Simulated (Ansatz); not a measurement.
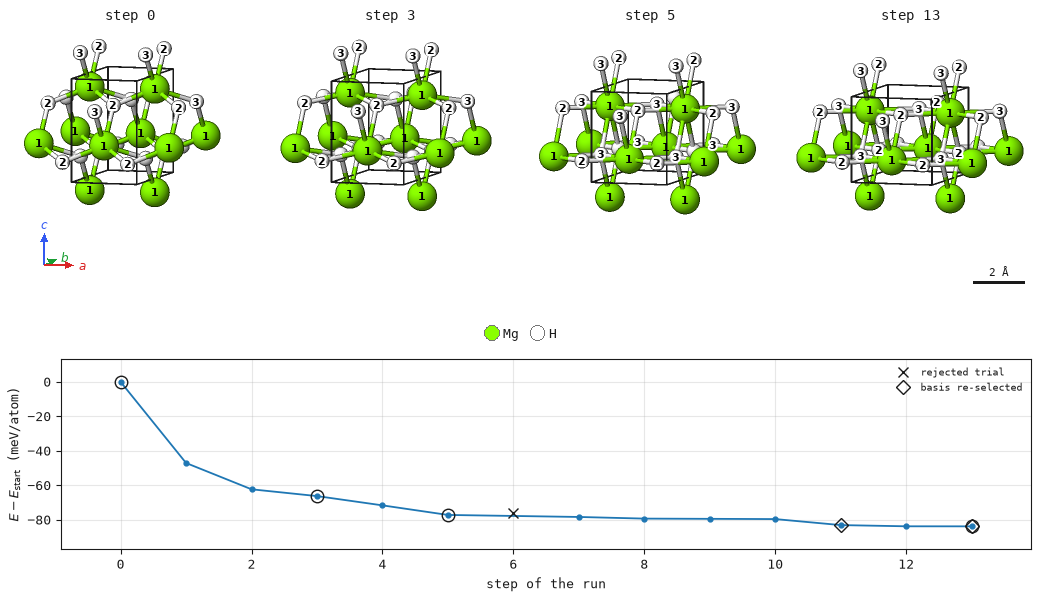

Frames of a relaxation of a crystal of MgH2 (a generated structure, set up in Imm2) (coarse preliminary run), marked on the history of the run. Style: ball-and-stick. Shown: the conventional cell (2 times the calculation's cell), slightly off an axis. Lengths and directions refer to the drawn axes.

Level of theory: DFT PBE, scalar-relativistic, plane waves, PAW in Ansatz.

The input:
```yaml
crystal:
  lattice:
    - [-1.34808434, 2.37615777, 2.05213045]
    - [1.34808434, -2.37615777, 2.05213045]
    - [1.34808434, 2.37615777, -2.05213045]
  atoms:
    - { symbol: Mg, position: [0.36561842, 0.86561842, 0.5] }
    - { symbol: H, position: [0.97895688, 0.22392347, 0.75503341] }
    - { symbol: H, position: [0.46889005, 0.22392347, 0.24496659] }
basis:
  ecutwfc: 420
kpoints:
  mp_grid: { grid: [8, 8, 8] }
hamiltonian:
  xc: pbe
scf:
  occupations: { method: gaussian, width: 0.1 }
  lower_state_search: "off"
output:
  forces: true
  stress: true
  eigenvalues: true
relax:
  adjacent_minimum: "off"
  f_tol: 0.04
  max_steps: 70
  cell: { stress_tol: 0.4 }
```

Run as
```bash
ansatz run input.yaml --threads 1 --pin off --max-ram 2560MiB --backend cpu --events-out ev --progress --plain --runs-dir out
```

Question: Describe the path.

Answer: The largest move relative to the cell is that of Mg1, 0.32 Å along −c. By element the largest moves are Mg 0.32 Å, H 0.16 Å. The drawn cell changes as follows: a 2.696 → 3.332 Å (+23.6 %), b 4.752 → 4.758 Å (+0.1 %), c 4.104 → 3.392 Å (−17.4 %); the volume changes by +2.2 %. Some distances before and after: Mg1–H2 2.899 → 2.069 Å, Mg1–Mg1 2.696 → 3.332 Å, Mg1–H2 (another image) 1.874 → 2.049 Å, Mg1–H2 (another image) 1.906 → 2.069 Å. New bonds form: Mg1–H2 (2.90 → 2.07 Å), Mg1–H3 (2.90 → 2.07 Å). Bond angles that change, for instance: H2–Mg1–H3 143.8° → 180.0°, Mg1–H3–Mg1 129.4° → 109.5°, H2–Mg1–H2 129.4° → 109.5°. The space group (tolerance 0.01 Å) goes from Imm2 (No. 44) to Immm (No. 71). Over 10 accepted moves (13 points after the start) the energy falls by 83.8 meV per atom. Largest force component: 0.27 eV/Å at the start, 0.0018 eV/Å at the end. Pressure: 10.81 GPa at the start and 0.01 GPa at the end. The line search rejected the trial step at point 6 of the run. The SCF was repeated twice at an unchanged geometry on a basis and grid sized afresh for the cell, which shifted the energy by 3.5 meV per atom at most. The run took 45 s on 1 thread of Arm Neoverse V1, with other jobs on the host, peak memory 0.3 GiB. From step 0 to 3: Mg1 moves most (0.16 Å), volume +10.0 %, energy −66.2 meV per atom. From step 3 to 5: Mg1 moves most (0.20 Å), volume −7.1 %, energy −10.9 meV per atom. From step 5 to 13: H atoms move most (0.03 Å), energy −6.6 meV per atom.

| step | E − E(0), meV/atom | largest force component, eV/Å | pressure, GPa | volume, Å³/atom | note |
| --- | --- | --- | --- | --- | --- |
| 0 | 0.00 | 0.2673 | 10.81 | 8.765 |  |
| 1 | -47.06 | 0.1784 | 4.42 | 9.438 |  |
| 2 | -62.31 | 0.1019 | 0.15 | 9.922 |  |
| 3 | -66.25 | 0.0388 | 0.52 | 9.645 |  |
| 4 | -71.63 | 0.0706 | 0.08 | 9.314 |  |
| 5 | -77.19 | 0.0550 | 0.69 | 8.964 |  |
| 6 | -75.98 | 0.1768 | 0.18 | 9.033 | rejected |
| 7 | -78.36 | 0.0058 | 0.23 | 9.020 |  |
| 8 | -79.31 | 0.0006 | -0.11 | 8.995 |  |
| 9 | -79.45 | 0.0265 | 0.40 | 8.860 |  |
| 10 | -79.59 | 0.0003 | -0.06 | 8.944 |  |
| 11 | -83.07 | 0.0003 | 0.25 | 8.944 | same geometry, new basis |
| 12 | -83.77 | 0.0020 | 0.01 | 8.960 |  |
| 13 | -83.80 | 0.0018 | 0.01 | 8.960 | same geometry, new basis |
